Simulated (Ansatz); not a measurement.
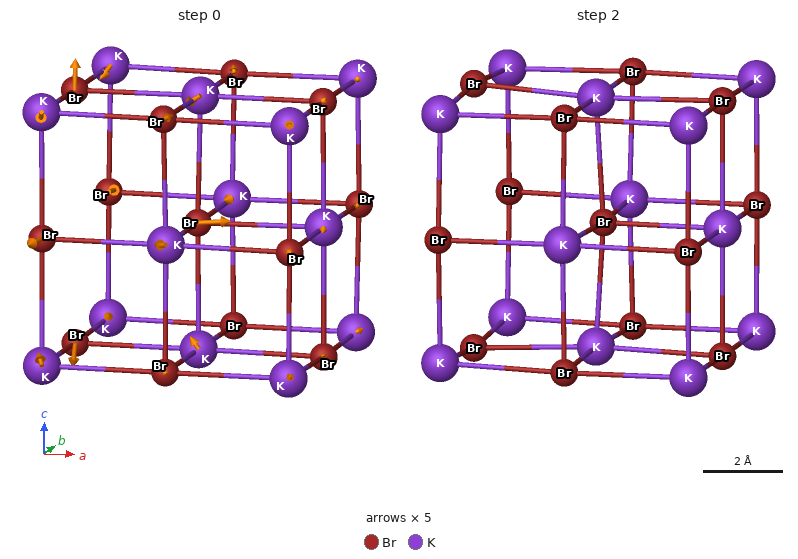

The structure of a defect cell of composition Br32K31 (cell charge −1) before (left) and after (right) a relaxation, at one scale. The orange arrows give the displacements, magnified 5 times.

A ball-and-stick model of the atoms within 5.8 Å of the atom that moves most (axes of the cell of the calculation (origin shifted)), seen slightly off an axis.

All numbers below come from Ansatz, DFT, PBEsol, PAW, plane waves. Set-up: plane-wave cutoff 420 eV; k-point mesh 1 × 1 × 1; mesh shifted by (0.25, 0.25, 0.25); no spin polarisation; atoms relaxed in a fixed cell; force threshold 0.03 eV/Å; at most 80 steps.

Question: Summarise the run.

Answer: The energy falls by 0.306 eV per cell of the calculation in 2 geometry steps. The largest force component goes from 0.3 to 0.012 eV/Å. The atom that moves furthest is a Br atom (0.18 Å along +a). By element the largest moves are Br 0.18 Å, K 0.11 Å. The cell doesn't change. Some distances before and after: Br–K 3.308 → 3.134 Å, Br–K 3.224 → 3.330 Å, Br–K 3.308 → 3.224 Å, Br–K 3.261 → 3.332 Å. Among the angles between lasting bonds that change: K–Br–K 178.6° → 173.0°, K–Br–K 88.0° → 93.4°, K–Br–K 178.4° → 173.0°. The run took 3.1 s on 1 × NVIDIA GB200 with 8 threads of Arm Neoverse-V2, peak memory 2 GiB.

Limits of the set-up: the cell is charged, on a uniform background, and energies carry no finite-size correction.
